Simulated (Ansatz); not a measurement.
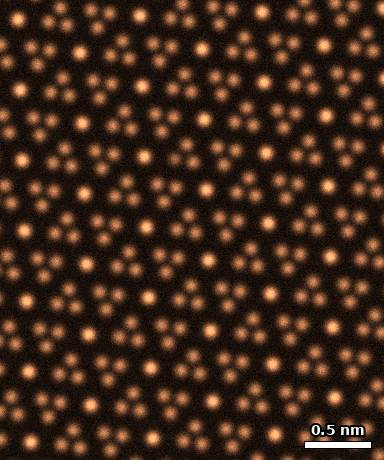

Dark-field STEM-like image of Si (Ia-3, No. 206) along [111]. The image is simulated as a sum over atoms of Z^1.7, blurred by a 0.69 Å probe (no channelling). The display is stretched by a gamma of 0.65; percentages refer to the linear signal. Shot noise was added.

The sample is 3 repeats (17.3 Å) thick. One point defect was put into the perfect crystal, without relaxing the atoms around it. Brightness is counted from the darkest point of the image. Host structure: the geometry given to an electronic-structure calculation, possibly off equilibrium.

Where is the defect (in Å from the left and the top edge), and what does its contrast suggest?

Answer. At about 13 Å from the left and 12 Å from the top. The column is dimmer, which points to a vacancy or a lighter atom. The column holds 3 atoms (Si) through the sample, and one Si atom is missing, so its peak drops to about 65 % of that of its equals.
